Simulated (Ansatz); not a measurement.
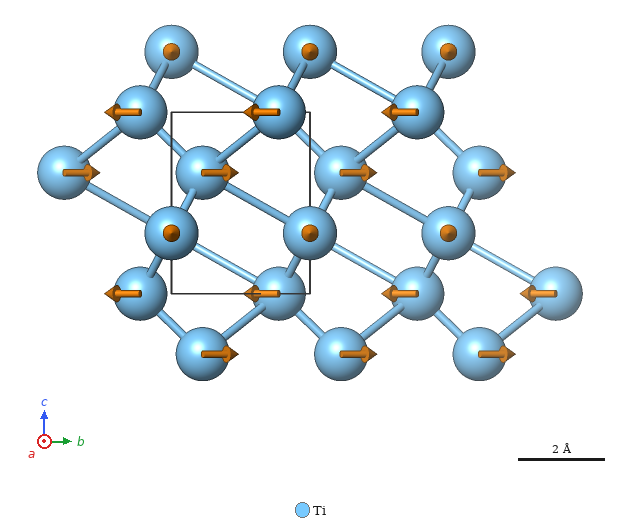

A relaxation of a crystal of Ti (built on the trigonal selenium_152 type) (coarse preliminary run). The starting structure is drawn; orange arrows show the displacements (the part carried along by the change of the cell is left out), 2 times their true length.

Style: ball-and-stick. Shown: the cell of the calculation, repeated 1 × 2 × 1 with one cell outlined, along the a axis.

Case: trigonal selenium type (P3_121, No. 152).

Method: DFT PBEsol, scalar-relativistic, plane waves, PAW (Ansatz).

The input:
```yaml
crystal:
  lattice:
    - [3.7564926717, 0.0, 0.0]
    - [-1.8782463359, 3.2532180829, 0.0]
    - [0.0, 0.0, 4.2618666842]
  atoms:
    - { symbol: Ti, position: [0.2254, 0.0, 0.3333333333] }
    - { symbol: Ti, position: [0.0, 0.2254, 0.6666666667] }
    - { symbol: Ti, position: [0.7746, 0.7746, 0.0] }
basis:
  ecutwfc: 420
kpoints:
  mp_grid: { grid: [6, 6, 4] }
hamiltonian:
  xc: pbesol
scf:
  occupations: { method: gaussian, width: 0.1 }
  lower_state_search: "off"
output:
  forces: true
  stress: true
  eigenvalues: true
relax:
  adjacent_minimum: "off"
  f_tol: 0.04
  max_steps: 70
  cell: { stress_tol: 0.4 }
```

**What happened in the run?**

Over 10 accepted moves (12 points after the start) the energy falls by 1330 meV per atom. Largest force component: 2.2 eV/Å at the start, 0.00036 eV/Å at the end. The pressure goes from 1.63 to −0.07 GPa. The SCF was repeated twice at an unchanged geometry on a basis and grid sized afresh for the cell, which shifted the energy by 36.0 meV per atom at most. The largest moves relative to the cell, 0.49 Å, are those of Ti1, Ti2 and Ti3. Ti3 goes along [−1 −1 0]. Cell: a = b 3.756 → 4.580 Å (+21.9 %), c 4.262 → 2.742 Å (−35.7 %). Volume −4.4 %. Among the contacts that change: Ti1–Ti1 4.262 → 2.742 Å, Ti1–Ti2 2.042 → 2.797 Å, Ti1–Ti2 (another image) 2.956 → 2.798 Å, Ti1–Ti2 (another image) 3.197 → 3.214 Å. Among the angles between lasting bonds that change: Ti2–Ti1–Ti3 103.1° → 70.1°, Ti2–Ti1–Ti2 78.9° → 109.9°, Ti2–Ti1–Ti3 99.0° → 70.1°. The space group (tolerance 0.01 Å) goes from P3_121 (No. 152) to R-3m (No. 166). The run took of the order of 60 core-seconds on a shared host.
